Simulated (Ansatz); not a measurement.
Run report: Ge$_{3}$Si, geometry relaxation (part 1 of 2)

The run: geometry relaxation of Ge$_{3}$Si (P6/mmm, 4 atoms in the cell). Method and program: DFT PBE, scalar-relativistic, plane waves, PAW, no spin polarisation (Ansatz 0.2.0).

The structure was made by a generator, so it may or may not be a known phase. Figures and captions count atoms from 1; the log counts them from 0 in places.

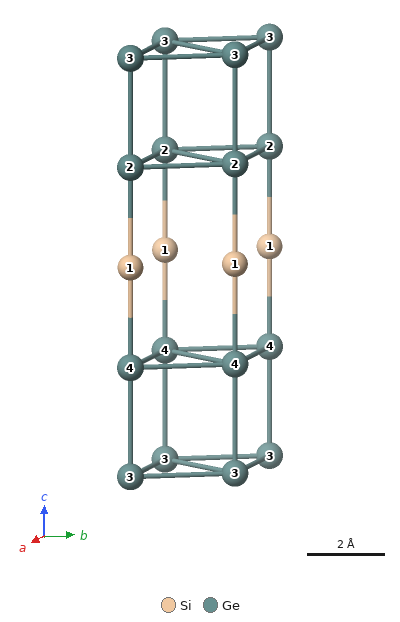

Figure 1. The starting structure (ball-and-stick view of the cell of the calculation, seen slightly off an axis; atoms are numbered from 1 in the order of the input). An atom can appear more than once, as a periodic image.

Input:
```yaml
crystal:
  lattice:
    - [2.7868706913, 0.0, 0.0]
    - [-1.3934353457, 2.4135008158, 0.0]
    - [0.0, 0.0, 11.1291573283]
  atoms:
    - { symbol: Si, position: [0.0, 0.0, 0.5] }
    - { symbol: Ge, position: [0.0, 0.0, 0.7392527212] }
    - { symbol: Ge, position: [0.0, 0.0, 0.0] }
    - { symbol: Ge, position: [0.0, 0.0, 0.2607472788] }
basis:
  ecutwfc: 420
kpoints:
  mp_grid: { grid: [18, 18, 4] }
hamiltonian:
  xc: pbe
scf:
  occupations: { method: gaussian, width: 0.1 }
output:
  forces: true
  stress: true
  eigenvalues: true
  write_density: true
  write_potential: true
  elf: true
  volumetric_format: npy
relax:
  adjacent_minimum: "off"
  f_tol: 0.01
  max_steps: 80
  cell: { stress_tol: 0.05 }
```

Hardware: 1 thread of Intel Xeon @ 2.50GHz (Skylake/Cascade Lake), 189 GiB of memory available, shared host.

Run as:
```bash
ansatz run input.yaml --threads 1 --pin off --max-ram 2560MiB --backend cpu --events-out ev --progress --plain --runs-dir out
```

Output:
```
Engine: ansatz 0.2.0, x86_64-unknown-linux-gnu
Pseudopotentials: kind: paw
Pseudopotential: Si, paw, valence charge 4, recommended cutoff 420 eV (normal), Si.paw.azcp
Pseudopotential: Ge, paw, valence charge 14, recommended cutoff 420 eV (normal), Ge.paw.azcp
Functional definition: PBE
  parameter kappa = 0.804
  parameter beta = 0.06672455060314922
  exchange = pbe_x(kappa = kappa, mu = beta*pi^2/3)
  correlation = pbe_c(beta = beta)
Crystal: 4 atoms, lattice volume = 74.856 Å³
Basis set: ecut = 420 eV, 1501 PW (Γ), exchange–correlation on 40×40×150 points (8 copies of the dense FFT grid, shifted against one another)
Bands: 28, of which v1, the nominal top of the filled ones, is band 23 counted from 1 (22 counted from 0)
Symmetry: 24 space group operations
Space group: P6/mmm (ITA 191), of the structure as read, at distance tolerance 4.2e-5 Å
k-points: 111 of 1296
Non-local potential: Si, projectors of the file, l = 0: 2, l = 1: 2, l = 2: 2
Non-local potential: Ge, projectors of the file, l = 0: 2, l = 1: 2, l = 2: 3, l = 3: 1
PAW form: soft (Blöchl's): semilocal exchange-correlation on the pseudo side does not see the compensation charge
PAW one-centre angular grid: Si, 110 points (default); XC on 64 Gauss nodes
PAW one-centre angular grid: Ge, 590 points (default); XC on 64 Gauss nodes
Initial density: superposition of atomic densities (neutral atoms: chi_scale 0, normalization atom), corrected by the library's trained network
Initial wavefunctions: pseudopotential atomic-orbital guess
Functional: x = pbe(κ = 0.804, μ = 0.2195149727645171), c = pbe(β = 0.06672455060314922)
SCF iter   1: F=—  HF=-13519.456480 eV  |F-HF|=—  |Δ(HF+E_count)|=         —  Δρ=1.52e-3  dr2=3.19e-3  ethr=1.77e-3  ⟨swp⟩=6.0  Hψ=28389  notcnv=0  defer=14
automatic band count: the SCF goes on with 33 bands, as 28 were too few: the levels above may hold too much charge
preconditioner: auto → none  [metal: Δε(μ)=0.013 eV  Ē_g=23.049 eV  σ=0.100 eV  W_gap=0.07  n_scr=8 (ndim 8)  ℏωp=29.1 eV  f_vac=0.000  D(μ)=1.55/eV (n_scr^D=6)  sad-step TF]
SCF iter   2: F=—  HF=-13519.455538 eV  |F-HF|=—  |Δ(HF+E_count)|=   9.42e-4  Δρ=1.01e-3  dr2=1.29e-3  ethr=6.94e-6  ⟨swp⟩=1.2  Hψ=4586  notcnv=0  defer=32
SCF iter   3: F=—  HF=-13519.455593 eV  |F-HF|=—  |Δ(HF+E_count)|=   5.56e-5  Δρ=4.96e-4  dr2=1.21e-4  ethr=2.81e-6  ⟨swp⟩=2.0  Hψ=5702  notcnv=0  defer=32
SCF iter   4: F=—  HF=-13519.455457 eV  |F-HF|=—  |Δ(HF+E_count)|=   1.36e-4  Δρ=1.44e-4  dr2=9.05e-5  ethr=2.63e-7  ⟨swp⟩=2.0  Hψ=5875  notcnv=0  defer=32
SCF iter   5: F=—  HF=-13519.455423 eV  |F-HF|=—  |Δ(HF+E_count)|=   3.37e-5  Δρ=9.10e-5  dr2=1.04e-5  ethr=1.97e-7  ⟨swp⟩=1.1  Hψ=3330  notcnv=0  defer=32
SCF iter   6: F=—  HF=-13519.455422 eV  |F-HF|=—  |Δ(HF+E_count)|=   6.79e-7  Δρ=1.27e-5  dr2=2.74e-7  ethr=2.26e-8  ⟨swp⟩=2.0  Hψ=5552  notcnv=0  defer=32
SCF iter   7: F=-13519.455422 eV  HF=-13519.455422 eV  |F-HF|=3.95e-8  |Δ(HF+E_count)|=   6.06e-8  Δρ=5.25e-6  dr2=3.10e-8  ethr=2.17e-10  ⟨swp⟩=10.7  Hψ=21815  notcnv=0
SCF 1 converged in 7 iterations: F = -13519.455422 eV  dr2 = 3.10e-8
  greatest PAW one-centre occupation: 0.998 electrons in one spin orbital (limit 2), on the Ge atom at site 2 (counted from 0), in its partial waves of l = 2
relax step   1: F+E_penalty+E_count = -13519.45542232 eV  Δ(F+E_penalty+E_count) = +0.000e0 eV  max|allowed force component| = 1.614e-2 eV/Å  Δτ_max = 0.0000 Å  P = -0.727 GPa  Ω = 74.856 Å³  (7 SCF iters, dr2 threshold 1.00e-7 eV, accepted)
Crystal: 4 atoms, lattice volume = 72.982 Å³
Basis set: ecut = 420 eV, 1451 PW (Γ), exchange–correlation on 40×40×150 points (8 copies of the dense FFT grid, shifted against one another)
Bands: 33, of which v1, the nominal top of the filled ones, is band 23 counted from 1 (22 counted from 0)
Initial density: handed on by an earlier stage of this run
Initial wavefunctions: those handed on with the density
iter 1 solved again at ethr=5.45e-5 eV; its pass at ethr=3.10e-3 eV (dr2=2.51e-2 eV) is discarded
SCF iter   1: F=—  HF=-13519.571085 eV  |F-HF|=—  |Δ(HF+E_count)|=         —  Δρ=4.40e-3  dr2=2.58e-2  ethr=5.45e-5  ⟨swp⟩=1.4  Hψ=18481  notcnv=0
preconditioner: auto → none  [metal: Δε(μ)=0.020 eV  Ē_g=23.133 eV  σ=0.100 eV  W_gap=0.11  n_scr=8 (ndim 8)  ℏωp=29.5 eV  f_vac=0.000  D(μ)=1.96/eV (n_scr^D=6)]
SCF iter   2: F=—  HF=-13519.567993 eV  |F-HF|=—  |Δ(HF+E_count)|=   3.09e-3  Δρ=1.92e-3  dr2=2.08e-3  ethr=5.45e-5  ⟨swp⟩=1.0  Hψ=3663  notcnv=0
SCF iter   3: F=—  HF=-13519.567899 eV  |F-HF|=—  |Δ(HF+E_count)|=   9.31e-5  Δρ=7.69e-4  dr2=7.59e-4  ethr=4.52e-6  ⟨swp⟩=1.7  Hψ=3955  notcnv=0
SCF iter   4: F=—  HF=-13519.567890 eV  |F-HF|=—  |Δ(HF+E_count)|=   9.09e-6  Δρ=1.63e-4  dr2=1.12e-5  ethr=1.65e-6  ⟨swp⟩=1.0  Hψ=3665  notcnv=0
SCF iter   5: F=—  HF=-13519.567904 eV  |F-HF|=—  |Δ(HF+E_count)|=   1.40e-5  Δρ=3.00e-5  dr2=1.68e-6  ethr=2.44e-8  ⟨swp⟩=2.7  Hψ=5855  notcnv=0
SCF iter   6: F=-13519.567904 eV  HF=-13519.567904 eV  |F-HF|=3.14e-8  |Δ(HF+E_count)|=   2.65e-7  Δρ=5.22e-6  dr2=3.53e-8  ethr=8.70e-10  ⟨swp⟩=9.5  Hψ=24044  notcnv=0
SCF 2 converged in 6 iterations: F = -13519.567904 eV  dr2 = 3.53e-8
relax step   2: F+E_penalty+E_count = -13519.56790412 eV  Δ(F+E_penalty+E_count) = -1.125e-1 eV  max|allowed force component| = 7.104e-2 eV/Å  Δτ_max = 0.0608 Å  P = +0.040 GPa  Ω = 72.982 Å³  energy of the carried Pulay correction = +3.753e-4 eV  (6 SCF iters, dr2 threshold 4.00e-7 eV, accepted)
Crystal: 4 atoms, lattice volume = 73.147 Å³
Basis set: ecut = 420 eV, 1439 PW (Γ), exchange–correlation on 40×40×150 points (8 copies of the dense FFT grid, shifted against one another)
iter 1 solved again at ethr=2.70e-6 eV; its pass at ethr=3.10e-3 eV (dr2=1.24e-3 eV) is discarded
SCF iter   1: F=—  HF=-13519.569931 eV  |F-HF|=—  |Δ(HF+E_count)|=         —  Δρ=1.05e-3  dr2=1.36e-3  ethr=2.70e-6  ⟨swp⟩=2.0  Hψ=17923  notcnv=0
preconditioner: auto → none  [metal: Δε(μ)=0.040 eV  Ē_g=23.112 eV  σ=0.100 eV  W_gap=0.22  n_scr=8 (ndim 8)  ℏωp=29.4 eV  f_vac=0.000  D(μ)=1.90/eV (n_scr^D=6)]
SCF iter   2: F=—  HF=-13519.569792 eV  |F-HF|=—  |Δ(HF+E_count)|=   1.39e-4  Δρ=4.56e-4  dr2=1.15e-4  ethr=2.70e-6  ⟨swp⟩=1.0  Hψ=3663  notcnv=0
SCF iter   3: F=—  HF=-13519.569774 eV  |F-HF|=—  |Δ(HF+E_count)|=   1.89e-5  Δρ=1.91e-4  dr2=5.73e-5  ethr=2.50e-7  ⟨swp⟩=1.7  Hψ=4038  notcnv=0
iter 4 did not close the SCF: its close was put off for the readings that it lacked (scf_convergence_deferred on its scf_iter line)
SCF iter   4: F=-13519.569771 eV  HF=-13519.569770 eV  |F-HF|=5.65e-8  |Δ(HF+E_count)|=   3.05e-6  Δρ=3.36e-5  dr2=3.67e-7  ethr=1.25e-7  ⟨swp⟩=1.0  Hψ=3663  notcnv=0
iter 5 did not close the SCF: its close was put off for the readings that it lacked (scf_convergence_deferred on its scf_iter line)
SCF iter   5: F=-13519.569770 eV  HF=-13519.569771 eV  |F-HF|=8.23e-8  |Δ(HF+E_count)|=   1.06e-7  Δρ=8.01e-6  dr2=7.19e-8  ethr=7.98e-10  ⟨swp⟩=2.0  Hψ=6224  notcnv=0
SCF iter   6: F=-13519.569771 eV  HF=-13519.569771 eV  |F-HF|=3.22e-10  |Δ(HF+E_count)|=   2.28e-8  Δρ=1.60e-6  dr2=1.83e-9  ethr=1.56e-10  ⟨swp⟩=5.1  Hψ=18747  notcnv=0
SCF 3 converged in 6 iterations: F = -13519.569771 eV  dr2 = 1.83e-9
relax step   3: F+E_penalty+E_count = -13519.56977053 eV  Δ(F+E_penalty+E_count) = -1.866e-3 eV  max|allowed force component| = 2.522e-2 eV/Å  Δτ_max = 0.0165 Å  P = -0.063 GPa  Ω = 73.147 Å³  energy of the carried Pulay correction = +3.419e-4 eV  (6 SCF iters, dr2 threshold 4.00e-7 eV, accepted)
Crystal: 4 atoms, lattice volume = 73.009 Å³
iter 1 solved again at ethr=1.30e-7 eV; its pass at ethr=3.10e-3 eV (dr2=5.98e-5 eV) is discarded
SCF iter   1: F=—  HF=-13519.569922 eV  |F-HF|=—  |Δ(HF+E_count)|=         —  Δρ=3.31e-4  dr2=6.17e-5  ethr=1.30e-7  ⟨swp⟩=2.1  Hψ=16981  notcnv=0
preconditioner: auto → none  [metal: Δε(μ)=0.045 eV  Ē_g=23.124 eV  σ=0.100 eV  W_gap=0.25  n_scr=8 (ndim 8)  ℏωp=29.5 eV  f_vac=0.000  D(μ)=1.80/eV (n_scr^D=6)]
SCF iter   2: F=—  HF=-13519.569915 eV  |F-HF|=—  |Δ(HF+E_count)|=   6.96e-6  Δρ=1.57e-4  dr2=7.54e-6  ethr=1.30e-7  ⟨swp⟩=1.0  Hψ=3663  notcnv=0
SCF iter   3: F=—  HF=-13519.569912 eV  |F-HF|=—  |Δ(HF+E_count)|=   3.57e-6  Δρ=3.94e-5  dr2=5.63e-6  ethr=1.64e-8  ⟨swp⟩=1.7  Hψ=4126  notcnv=0
iter 4 did not close the SCF: its close was put off for the readings that it lacked (scf_convergence_deferred on its scf_iter line)
SCF iter   4: F=-13519.569911 eV  HF=-13519.569911 eV  |F-HF|=3.90e-9  |Δ(HF+E_count)|=   4.02e-7  Δρ=7.63e-6  dr2=2.94e-8  ethr=1.22e-8  ⟨swp⟩=1.1  Hψ=3672  notcnv=0
iter 5 did not close the SCF: its close was put off for the readings that it lacked (scf_convergence_deferred on its scf_iter line)
SCF iter   5: F=-13519.569911 eV  HF=-13519.569911 eV  |F-HF|=2.17e-9  |Δ(HF+E_count)|=   4.21e-9  Δρ=1.69e-6  dr2=3.27e-9  ethr=6.39e-11  ⟨swp⟩=2.8  Hψ=6033  notcnv=0
SCF iter   6: F=-13519.569911 eV  HF=-13519.569911 eV  |F-HF|=4.73e-11  |Δ(HF+E_count)|=  2.55e-11  Δρ=3.28e-7  dr2=5.42e-11  ethr=7.11e-12  ⟨swp⟩=4.3  Hψ=16452  notcnv=0
SCF 4 converged in 6 iterations: F = -13519.569911 eV  dr2 = 5.42e-11
relax step   4: F+E_penalty+E_count = -13519.56991131 eV  Δ(F+E_penalty+E_count) = -1.408e-4 eV  max|allowed force component| = 4.289e-3 eV/Å  Δτ_max = 0.0057 Å  P = +0.041 GPa  Ω = 73.009 Å³  energy of the carried Pulay correction = +3.698e-4 eV  (6 SCF iters, dr2 threshold 3.97e-8 eV, accepted)
Crystal: 4 atoms, lattice volume = 73.064 Å³
iter 1 solved again at ethr=4.09e-9 eV; its pass at ethr=3.10e-3 eV (dr2=1.88e-6 eV) is discarded
SCF iter   1: F=—  HF=-13519.569925 eV  |F-HF|=—  |Δ(HF+E_count)|=         —  Δρ=6.62e-5  dr2=2.26e-6  ethr=4.09e-9  ⟨swp⟩=2.0  Hψ=16390  notcnv=0
preconditioner: auto → none  [metal: Δε(μ)=0.046 eV  Ē_g=23.121 eV  σ=0.100 eV  W_gap=0.25  n_scr=8 (ndim 8)  ℏωp=29.5 eV  f_vac=0.000  D(μ)=1.83/eV (n_scr^D=6)]
SCF iter   2: F=—  HF=-13519.569918 eV  |F-HF|=—  |Δ(HF+E_count)|=   6.40e-6  Δρ=3.15e-5  dr2=5.07e-7  ethr=4.09e-9  ⟨swp⟩=1.5  Hψ=4005  notcnv=0
SCF iter   3: F=—  HF=-13519.569918 eV  |F-HF|=—  |Δ(HF+E_count)|=   1.51e-8  Δρ=1.13e-5  dr2=9.00e-8  ethr=1.10e-9  ⟨swp⟩=1.1  Hψ=3671  notcnv=0
iter 4 did not close the SCF: its close was put off for the readings that it lacked (scf_convergence_deferred on its scf_iter line)
SCF iter   4: F=-13519.569918 eV  HF=-13519.569918 eV  |F-HF|=4.66e-9  |Δ(HF+E_count)|=   5.90e-9  Δρ=1.73e-6  dr2=5.82e-9  ethr=1.96e-10  ⟨swp⟩=1.6  Hψ=3947  notcnv=0
iter 5 did not close the SCF: its close was put off for the readings that it lacked (scf_convergence_deferred on its scf_iter line)
SCF iter   5: F=-13519.569918 eV  HF=-13519.569918 eV  |F-HF|=1.46e-10  |Δ(HF+E_count)|=  5.51e-10  Δρ=4.25e-7  dr2=1.78e-10  ethr=1.27e-11  ⟨swp⟩=2.8  Hψ=6032  notcnv=0
SCF iter   6: F=-13519.569918 eV  HF=-13519.569918 eV  |F-HF|=3.64e-12  |Δ(HF+E_count)|=  3.27e-11  Δρ=6.66e-8  dr2=3.93e-12  ethr=1.00e-12  ⟨swp⟩=4.0  Hψ=15999  notcnv=0
SCF 5 converged in 6 iterations: F = -13519.569918 eV  dr2 = 3.93e-12
relax step   5: F+E_penalty+E_count = -13519.56991826 eV  Δ(F+E_penalty+E_count) = -6.957e-6 eV  max|allowed force component| = 4.558e-4 eV/Å  Δτ_max = 0.0009 Å  P = -0.009 GPa  Ω = 73.064 Å³  energy of the carried Pulay correction = +3.586e-4 eV  (6 SCF iters, accepted)
Basis set: ecut = 420 eV, 1439 PW (Γ), exchange–correlation on 40×40×144 points (8 copies of the dense FFT grid, shifted against one another)
Initial wavefunctions: pseudopotential atomic-orbital guess (no wavefunctions were taken with the density)
iter 1 solved again at ethr=1.81e-7 eV; its pass at ethr=3.10e-3 eV (dr2=8.30e-5 eV) is discarded
SCF iter   1: F=—  HF=-13519.568030 eV  |F-HF|=—  |Δ(HF+E_count)|=         —  Δρ=6.51e-4  dr2=6.53e-6  ethr=1.81e-7  ⟨swp⟩=2.5  Hψ=23197  notcnv=0
preconditioner: auto → none  [metal: Δε(μ)=0.046 eV  Ē_g=23.120 eV  σ=0.100 eV  W_gap=0.25  n_scr=8 (ndim 8)  ℏωp=29.5 eV  f_vac=0.000  D(μ)=1.83/eV (n_scr^D=6)]
SCF iter   2: F=—  HF=-13519.569295 eV  |F-HF|=—  |Δ(HF+E_count)|=   1.27e-3  Δρ=3.26e-4  dr2=1.72e-6  ethr=1.42e-8  ⟨swp⟩=2.3  Hψ=4373  notcnv=0
SCF iter   3: F=—  HF=-13519.569725 eV  |F-HF|=—  |Δ(HF+E_count)|=   4.30e-4  Δρ=2.77e-5  dr2=3.07e-7  ethr=3.73e-9  ⟨swp⟩=2.0  Hψ=6213  notcnv=0
SCF iter   4: F=—  HF=-13519.569727 eV  |F-HF|=—  |Δ(HF+E_count)|=   2.52e-6  Δρ=2.21e-6  dr2=4.14e-9  ethr=6.67e-10  ⟨swp⟩=2.0  Hψ=5466  notcnv=0
SCF iter   5: F=—  HF=-13519.569727 eV  |F-HF|=—  |Δ(HF+E_count)|=   1.32e-8  Δρ=4.05e-7  dr2=2.61e-10  ethr=9.01e-12  ⟨swp⟩=2.2  Hψ=5875  notcnv=0
SCF iter   6: F=-13519.569727 eV  HF=-13519.569727 eV  |F-HF|=2.18e-11  |Δ(HF+E_count)|=  2.18e-11  Δρ=1.72e-7  dr2=7.66e-12  ethr=1.00e-12  ⟨swp⟩=5.2  Hψ=12816  notcnv=0
SCF 6 converged in 6 iterations: F = -13519.569727 eV  dr2 = 7.66e-12
relax step   6: F+E_penalty+E_count = -13519.56972738 eV  Δ(F+E_penalty+E_count) = +1.909e-4 eV  max|allowed force component| = 3.002e-4 eV/Å  Δτ_max = 0.0000 Å  P = -0.005 GPa  Ω = 73.064 Å³  stress off target by 5.50e-3 GPa  SCF on the basis re-selected at this cell (its energy is not comparable with the rows above)  (6 SCF iters)
```

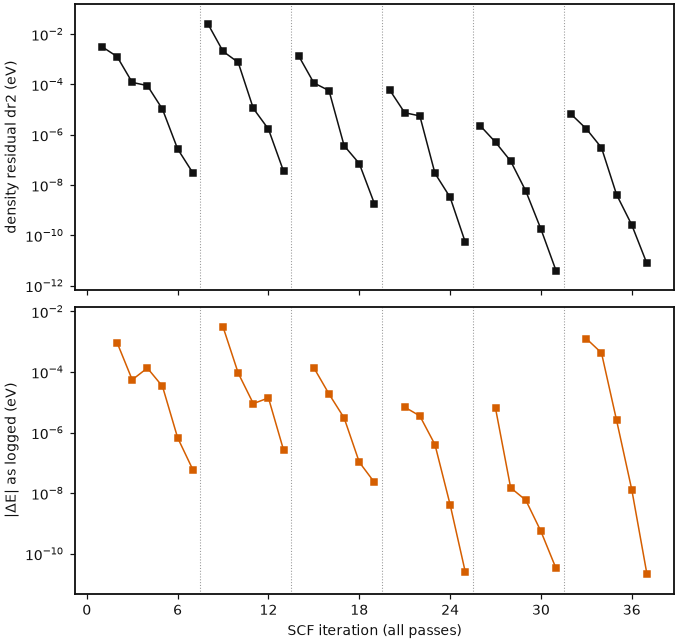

Figure 2. Convergence of the self-consistent field: density residual dr2 and size of the energy change against the SCF iteration. The dotted lines part the SCF passes of the relaxation: geometry steps, rejected trials and re-solves on a re-selected basis. The 6 passes take 6 to 7 iterations each, 37 in all.
